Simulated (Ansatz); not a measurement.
**Geometry relaxation of Bi4Se3 (part 2 of 2)**

The same run, continued: Bi4Se3 (R-3m, 7 atoms in the cell); DFT PBEsol, scalar-relativistic, plane waves, PAW (Ansatz 0.2.0); cutoff 420 eV, 12×12×12 k-mesh, Gaussian smearing of 0.1 eV. The structure derives from an entry of the Crystallography Open Database. The run did not end well. It belongs to a series of runs on one base structure; here: volume × 1.06, shape and atoms relaxed.

Geometry of the input (Å; fractional positions):
```
2.1628  1.2487  13.5496
-2.1628  1.2487  13.5496
0.0000  -2.4974  13.5496
Bi 0.1450  0.1450  0.1450
Bi 0.8550  0.8550  0.8550
Bi 0.2877  0.2877  0.2877
Bi 0.7123  0.7123  0.7123
Se 0.4167  0.4167  0.4167
Se 0.5833  0.5833  0.5833
Se 0.0000  0.0000  0.0000
```

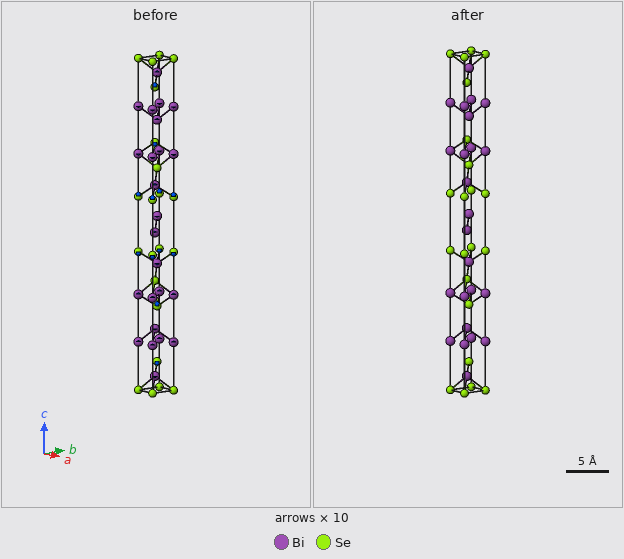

*Before (left) and after (right) the relaxation, at one scale (ball-and-stick view of the cell 3 times as large as that of the calculation, set on its symmetry axes, seen slightly off an axis). The blue arrows give the displacements (without the part carried along by the change of the cell), magnified 10 times.*

The run was cut off at its time limit before the relaxation converged, so the last structure is only a point on the way. The energy falls by 14.9 meV per cell of the calculation in 3 geometry steps. Largest force component: 0.19 eV/Å at the start, 0.0075 eV/Å at the end. The pressure goes from −2.54 to −1.79 GPa. The largest moves relative to the cell, 0.066 Å, are those of Se5 and Se6. Largest moves by element: Se 0.066 Å, Bi 0.028 Å. The drawn cell changes at constant volume: a = b 4.326 → 4.297 Å (−0.7 %), c 40.649 → 41.184 Å (+1.3 %). Among the contacts that change: Bi1–Bi2 3.056 → 3.030 Å, Bi3–Se6 2.931 → 2.907 Å, Bi3–Se7 3.111 → 3.096 Å. The space group stays R-3m (No. 166). (Atoms are counted from 1 in the order of the input.)

```
Step cancelled. What follows is not a result of the run: it is the report of the last solve that finished, which converged after 6 SCF iterations.
Free energy (F): -65242.433680 eV
Harris-Foulkes:  -65242.433680 eV  (|F-HF|=2.63e-8)
Internal energy: -65242.430399 eV  (E = F + TS)
E sigma→0 (E₀):  -65242.432040 eV
Entropy (-TS):   -0.003281 eV (-0.469 meV/atom)
Fermi energy:    8.944747 eV
--- Per-component energies (eV) ---
  E_band       = -1619.308537
  E_kinetic    = 1559.749622
  E_local      = -14292.446678  (includes V_loc(G=0)·N_el)
  E_nonlocal   = 472.805151
  E_hartree    = 6002.798963
  E_xc         = -909.896738
  E_vxc        = -868.916167  (∫ρ·V_xc dr)
  E_paw        = -47641.135130  (= ΣΔE_a)
  E_vpaw       = -496.089539  (= ΣTr[D̂ρ^β])
  E_aug_tail   = -0.003596  (compensation charges beyond the density's cutoff)
  E_ewald      = -10437.686353
  E_core_change = 3.384360  (= ΣΔE_core)
  E_smearing   = -0.003281  (= −TS)
  E_closure    = -0.000000  (closes the sum)
  Σ components = -65242.433680   (vs F -65242.433680, Δ=0.00e0)
--- Forces (eV/Å), atoms counted from 1 ---
  atom   1  Bi    -0.00000000    -0.00000000     0.00648548
  atom   2  Bi     0.00000000     0.00000000    -0.00648548
  atom   3  Bi     0.00000000    -0.00000000     0.00754904
  atom   4  Bi    -0.00000000     0.00000000    -0.00754904
  atom   5  Se     0.00000000     0.00000000    -0.00225787
  atom   6  Se    -0.00000000    -0.00000000     0.00225787
  atom   7  Se     0.00000000     0.00000000     0.00000000
  max |Σ_I F_I| component: 8.67e-19 eV/Å
--- Stress (GPa, compression-positive) ---
       -1.802877       0.000000       0.000000
        0.000000      -1.802877       0.000000
       -0.000000       0.000000      -1.824495
  P = ⅓ Tr σ = -1.8101 GPa (-18.101 kbar)
--- Band table (eV; the first three rows and the last of 189) ---
  k-point 0: bands = ["-39.0129", "-39.0129", "-39.0129", "-39.0129", "-39.0018", "-39.0018", "-39.0018", "-39.0018", "-38.9972", "-38.9972", "-38.9306", "-38.9287", "-38.9287", "-38.9174", "-38.9174", "-14.5916", "-14.5916", "-14.5892", "-14.5892", "-14.5786", "-14.5769", "-14.5741", "-14.5741", "-14.5699", "-14.5699", "-13.6177", "-13.6177", "-13.4797", "-13.4740", "-13.4740", "-13.3009", "-13.2945", "-13.2945", "-13.1879", "-13.1879", "-5.7094", "-5.1689", "-4.2157", "-3.3947", "-1.3814", "-0.2361", "0.5685", "6.3002", "6.3002", "6.4010", "6.4547", "6.5099", "6.5099", "6.8940", "6.8940", "7.0611", "8.1183", "8.9379", "8.9379", "9.6485", "9.6951", "9.6951", "9.8171", "10.6101", "10.6101", "10.7870", "11.7125", "11.7125", "14.3510", "14.8575"]
  k-point 1: bands = ["-39.0129", "-39.0129", "-39.0129", "-39.0129", "-39.0018", "-39.0018", "-39.0018", "-39.0018", "-38.9972", "-38.9972", "-38.9306", "-38.9287", "-38.9287", "-38.9174", "-38.9174", "-14.5923", "-14.5904", "-14.5897", "-14.5881", "-14.5781", "-14.5763", "-14.5746", "-14.5743", "-14.5705", "-14.5699", "-13.6167", "-13.6119", "-13.4783", "-13.4727", "-13.4702", "-13.3022", "-13.2969", "-13.2949", "-13.1957", "-13.1883", "-5.6533", "-5.1190", "-4.1850", "-3.3375", "-1.3980", "-0.3379", "0.5331", "5.7931", "5.9471", "6.1038", "6.3755", "6.4485", "6.6091", "6.8434", "6.9440", "7.2695", "8.5060", "8.6033", "8.8427", "9.2689", "9.3487", "9.7140", "10.5729", "10.7983", "10.8209", "11.0913", "11.5721", "11.7928", "14.1508", "14.3539"]
  k-point 2: bands = ["-39.0129", "-39.0129", "-39.0129", "-39.0129", "-39.0018", "-39.0018", "-39.0018", "-39.0018", "-38.9972", "-38.9972", "-38.9306", "-38.9287", "-38.9287", "-38.9174", "-38.9173", "-14.5945", "-14.5914", "-14.5874", "-14.5851", "-14.5776", "-14.5760", "-14.5746", "-14.5738", "-14.5714", "-14.5697", "-13.6141", "-13.5950", "-13.4798", "-13.4633", "-13.4593", "-13.3081", "-13.3039", "-13.2945", "-13.2183", "-13.1893", "-5.4875", "-4.9735", "-4.1029", "-3.1669", "-1.4637", "-0.6223", "0.4196", "4.9657", "5.5900", "5.7500", "5.8468", "6.2361", "6.3766", "6.9654", "6.9921", "7.2036", "7.9846", "8.5262", "8.7630", "9.0355", "9.9379", "9.9643", "10.4731", "11.1355", "11.1362", "11.3780", "11.9841", "12.1363", "13.4855", "14.2799"]
  k-point 188: bands = ["-39.0129", "-39.0129", "-39.0129", "-39.0129", "-39.0018", "-39.0018", "-39.0018", "-39.0018", "-38.9972", "-38.9972", "-38.9306", "-38.9287", "-38.9287", "-38.9174", "-38.9174", "-14.5916", "-14.5916", "-14.5892", "-14.5892", "-14.5787", "-14.5769", "-14.5741", "-14.5741", "-14.5699", "-14.5699", "-13.6177", "-13.6177", "-13.4797", "-13.4740", "-13.4740", "-13.3009", "-13.2945", "-13.2945", "-13.1879", "-13.1879", "-5.7042", "-5.1886", "-4.1562", "-3.4673", "-1.2623", "-0.4025", "0.6479", "6.2412", "6.2998", "6.2998", "6.5116", "6.5116", "6.6726", "6.8911", "6.8911", "6.9816", "8.1975", "8.9909", "8.9909", "9.2647", "9.5605", "9.5605", "10.3915", "10.5575", "10.7922", "10.7922", "11.5965", "11.5965", "14.4031", "14.5813"]
End of that report.
Error: SIGTERM received: cancelled by the caller after 2 completed SCF iterations
```

## Trajectory as extended XYZ (Å, eV, eV/Å), 4 frames, from step=1 to step=4
```
7
Lattice="2.1628 1.2487 13.5496 -2.1628 1.2487 13.5496 0.0000 -2.4974 13.5496" Properties=species:S:1:pos:R:3:forces:R:3 step=1 energy=-65242.41881 pressure_GPa=-2.54
Bi    0.0000    0.0000    5.8939    0.0000   0.0000   0.1852
Bi    0.0000    0.0000   34.7548    0.0000   0.0000  -0.1852
Bi    0.0000    0.0000   11.6946    0.0000   0.0000  -0.0560
Bi    0.0000    0.0000   28.9541    0.0000   0.0000   0.0560
Se    0.0000    0.0000   16.9378    0.0000   0.0000  -0.1624
Se    0.0000    0.0000   23.7109    0.0000   0.0000   0.1624
Se    0.0000    0.0000    0.0000    0.0000   0.0000   0.0000
7
Lattice="2.1627 1.2486 13.5515 -2.1627 1.2486 13.5515 0.0000 -2.4972 13.5515" Properties=species:S:1:pos:R:3:forces:R:3 step=2 energy=-65242.42938 pressure_GPa=-1.97
Bi    0.0000    0.0000    5.9186    0.0000   0.0000  -0.0496
Bi    0.0000    0.0000   34.7358    0.0000   0.0000   0.0496
Bi    0.0000    0.0000   11.7073    0.0000   0.0000   0.0431
Bi    0.0000    0.0000   28.9471    0.0000   0.0000  -0.0431
Se    0.0000    0.0000   16.8932    0.0000   0.0000   0.0079
Se    0.0000    0.0000   23.7612    0.0000   0.0000  -0.0079
Se    0.0000    0.0000    0.0000    0.0000   0.0000   0.0000
7
Lattice="2.1567 1.2452 13.6270 -2.1567 1.2452 13.6270 0.0000 -2.4903 13.6270" Properties=species:S:1:pos:R:3:forces:R:3 step=3 energy=-65242.43252 pressure_GPa=-1.89
Bi    0.0000    0.0000    5.9478    0.0000   0.0000   0.0054
Bi    0.0000    0.0000   34.9332    0.0000   0.0000  -0.0054
Bi    0.0000    0.0000   11.7880    0.0000   0.0000  -0.0071
Bi    0.0000    0.0000   29.0929    0.0000   0.0000   0.0071
Se    0.0000    0.0000   16.9728    0.0000   0.0000   0.0012
Se    0.0000    0.0000   23.9081    0.0000   0.0000  -0.0012
Se    0.0000    0.0000    0.0000    0.0000   0.0000   0.0000
7
Lattice="2.1487 1.2406 13.7280 -2.1487 1.2406 13.7280 0.0000 -2.4811 13.7280" Properties=species:S:1:pos:R:3:forces:R:3 step=4 energy=-65242.43368 pressure_GPa=-1.79
Bi    0.0000    0.0000    5.9941    0.0000   0.0000   0.0065
Bi    0.0000    0.0000   35.1897    0.0000   0.0000  -0.0065
Bi    0.0000    0.0000   11.8764    0.0000   0.0000   0.0075
Bi    0.0000    0.0000   29.3075    0.0000   0.0000  -0.0075
Se    0.0000    0.0000   17.0944    0.0000   0.0000  -0.0023
Se    0.0000    0.0000   24.0894    0.0000   0.0000   0.0023
Se    0.0000    0.0000    0.0000    0.0000   0.0000   0.0000
```

## What the run reported

- outcome: stopped at the time limit
- space group (tolerance 0.01 Å): R-3m (166)
- final cell: a = 13.950 Å, b = 13.950 Å, c = 13.950 Å, α = 17.72°, β = 17.72°, γ = 17.72°
- wall time: 3.8 min (CPU time 7.6 min)
- peak memory: 1.9 GiB

## Diagnosis

The run was cut off by its time limit, so the output is incomplete.
